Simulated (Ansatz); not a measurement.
Input

```
crystal:
  lattice:
    - [2.4699988104, 0.0, 0.0]
    - [-1.2349994052, 2.1390817171, 0.0]
    - [0.0, 0.0, 6.79]
  atoms:
    - { symbol: C, position: [0.0, 0.0, 0.0] }
    - { symbol: C, position: [0.0, 0.0, 0.5] }
    - { symbol: C, position: [0.3333333333, 0.6666666667, 0.005] }
    - { symbol: C, position: [0.6666666667, 0.3333333333, 0.505] }
basis:
  ecutwfc: 420
kpoints:
  mp_grid: { grid: [18, 18, 6] }
hamiltonian:
  xc: pbe
  dispersion: d3bj
scf:
  occupations: { method: gaussian, width: 0.1 }
output:
  forces: true
  stress: true
  eigenvalues: true
  populations: true
  write_density: true
  write_potential: true
  elf: true
  volumetric_format: npy
```

Command:

```sh
ansatz run input.yaml --threads 1 --pin off --max-ram 2560MiB --backend cpu --events-out ev --progress --plain --runs-dir out
```

Below, planes, directions and counts refer to the conventional cell (a = 2.47 Å, b = 2.47 Å, c = 6.79 Å, α = 90.00°, β = 90.00°, γ = 120.00°).

Space group P6₃mc; not relaxed (largest force 0.6 eV/Å).

Theory: DFT PBE+D3(BJ), scalar-relativistic, plane waves, PAW in Ansatz 0.2.0.

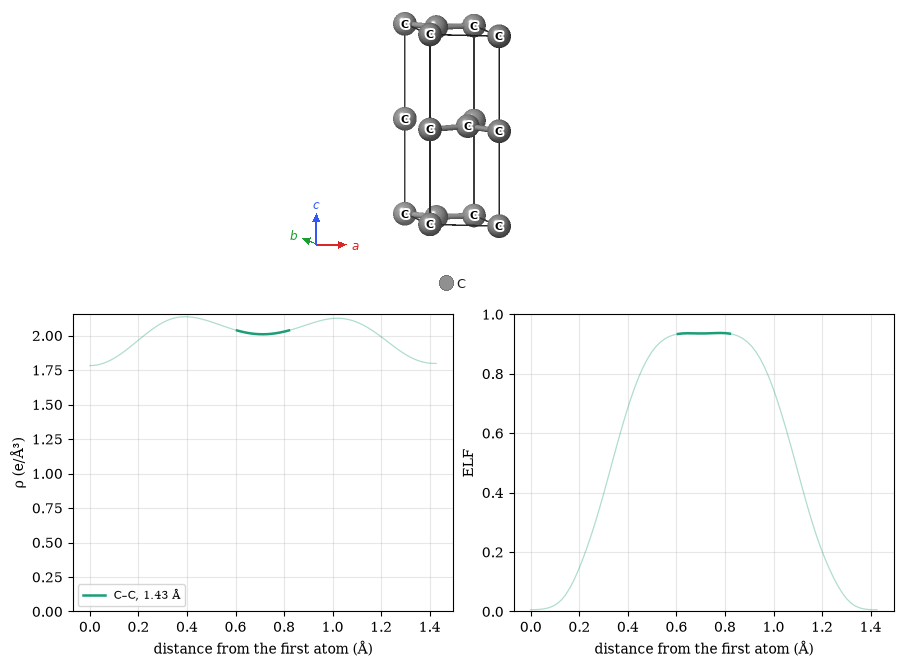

C. Valence electron density and electron localisation function along straight lines between neighbouring atoms. Thin, pale parts lie inside the atomic spheres. The structure is drawn too.

The density is the valence pseudo-density of a PAW calculation; it isn't the true density close to the nuclei.

Q: What can be read from the curves?

A: C–C (1.43 Å): the density is about 2 e/Å³ at the midpoint; the ELF peaks at about 0.95 between the atoms.
